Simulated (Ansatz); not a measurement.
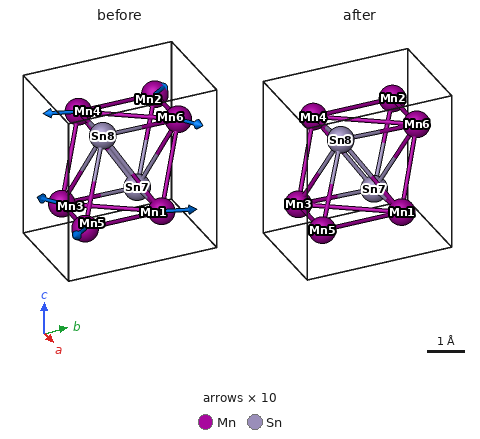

The structure of solid Mn3Sn (built on the database_194 type) before (left) and after (right) a relaxation, at one scale. The blue arrows give the displacements (the part carried along by the change of the cell is left out), 10 times their true length.

The picture is a ball-and-stick view of the cell of the calculation, seen slightly off an axis.

Case: structure reported for this formula (P6_3/mmc, No. 194).

Level of theory: DFT PBE, scalar-relativistic, plane waves, PAW (Ansatz).

Input file:
```yaml
crystal:
  lattice:
    - [5.5941589947, 0.0, 0.0]
    - [-2.7970794973, 4.8446838022, 0.0]
    - [0.0, 0.0, 4.4889886784]
  atoms:
    - { symbol: Mn, position: [0.8385149623, 0.6770299247, 0.25], spin: 3.33 }
    - { symbol: Mn, position: [0.1614850377, 0.8385149623, 0.75], spin: 3.33 }
    - { symbol: Mn, position: [0.3229700753, 0.1614850377, 0.25], spin: 3.33 }
    - { symbol: Mn, position: [0.1614850377, 0.3229700753, 0.75], spin: 3.33 }
    - { symbol: Mn, position: [0.8385149623, 0.1614850377, 0.25], spin: 3.33 }
    - { symbol: Mn, position: [0.6770299247, 0.8385149623, 0.75], spin: 3.33 }
    - { symbol: Sn, position: [0.3333333333, 0.6666666667, 0.25] }
    - { symbol: Sn, position: [0.6666666667, 0.3333333333, 0.75] }
basis:
  ecutwfc: 420
kpoints:
  mp_grid: { grid: [12, 12, 8] }
hamiltonian:
  xc: pbe
scf:
  occupations: { method: gaussian, width: 0.1 }
output:
  forces: true
  stress: true
  eigenvalues: true
  populations: true
magnetization:
  spin_polarized: true
relax:
  adjacent_minimum: "off"
  f_tol: 0.01
  max_steps: 80
  cell: { stress_tol: 0.05 }
```

Run as
```bash
ansatz run input.yaml --threads 1 --pin off --max-ram 2560MiB --backend cpu --events-out ev --progress --plain --runs-dir out
```

**Describe what moved and what it gained.**

After 8 accepted moves (10 points after the start) the energy has fallen by 0.467 eV per cell of the calculation. Largest force component: 0.031 eV/Å at the start, 0.0031 eV/Å at the end. Pressure: −0.55 GPa at the start and 0.01 GPa at the end. The line search rejected the trial step at point 5 of the run. At 1 point the geometry stayed and the basis and grid were re-selected for the new cell (energy shift of 4.8 meV per cell of the calculation at most each time). The largest moves relative to the cell, 0.10 Å, are those of Mn1, Mn2, Mn3, Mn4, Mn5 and Mn6. Mn6 goes along [2 1 0]. Sn stays in place. Cell: a = b 5.594 → 5.446 Å (−2.6 %), c 4.489 → 4.314 Å (−3.9 %). Volume −8.9 %. Some distances before and after: Mn1–Mn3 2.710 → 2.461 Å, Mn1–Mn2 2.736 → 2.583 Å, Mn1–Mn3 (another image) 2.884 → 2.985 Å, Mn1–Sn7 2.798 → 2.727 Å. The space group stays P6_3/mmc (No. 194). The run may lie on a higher electronic state than the lowest, so the end point isn't shown to be the ground-state structure. Cost: 27 min on 1 thread of Intel(R) Xeon(R) Platinum 8175M CPU @ 2.50GHz (Skylake/Cascade Lake), with other jobs on the host, peak memory 1.5 GiB.
